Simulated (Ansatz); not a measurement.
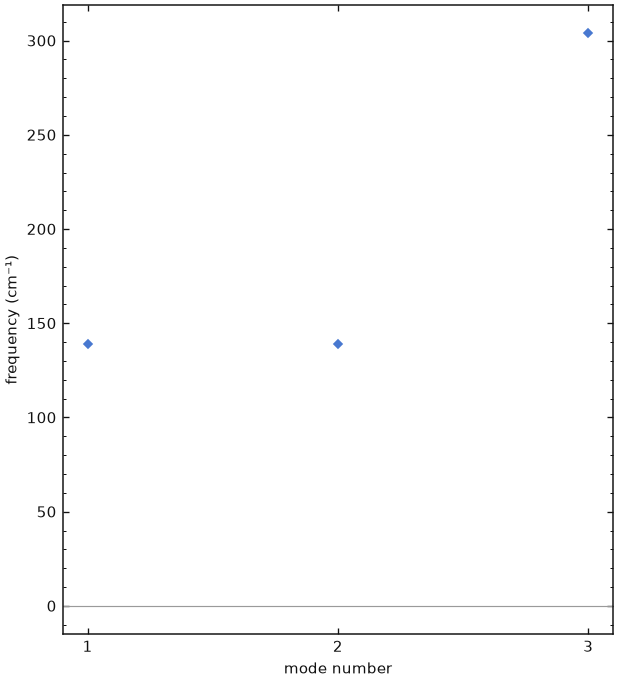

The plot gives the computed zone-centre optical phonon frequencies (the three acoustic modes are left out) for Al, space group P6_3/mmc (No. 194).

The given structure:
```yaml
crystal:
  lattice:
    - [1.42687, -2.47246, 0.04141]
    - [1.42687, 2.47246, 0.04141]
    - [-0.13695, 0.00000, 4.71847]
  atoms:
    - { symbol: Al, position: [0.66667, 0.33333, 0.75000] }
    - { symbol: Al, position: [0.33333, 0.66667, 0.25000] }
```

Calculation (Ansatz 0.2.0): harmonic phonon frequencies at the zone centre with atoms at rest in the given cell, without the long-range term of polar modes, the three translations left out, imaginary frequencies are negative; plane waves with PAW datasets, Γ-centred k mesh. Level: PBE, no spin polarisation.

| setting | value |
| --- | --- |
| wave cutoff | 420 eV |
| k mesh | 22×22×12 |
| occupations | Fermi–Dirac |
| smearing width | 0.15 eV |
| pressure | 0 GPa |
| phonon method | linear response |

> Is the structure dynamically stable by these modes?

No frequency is imaginary, so the structure is stable to these displacements (zone-boundary modes weren't tested here).

> What is the highest frequency?

The highest mode lies at 303.8 cm⁻¹.

Caveats: metal sensitive to the k mesh; structure snapped to symmetry.
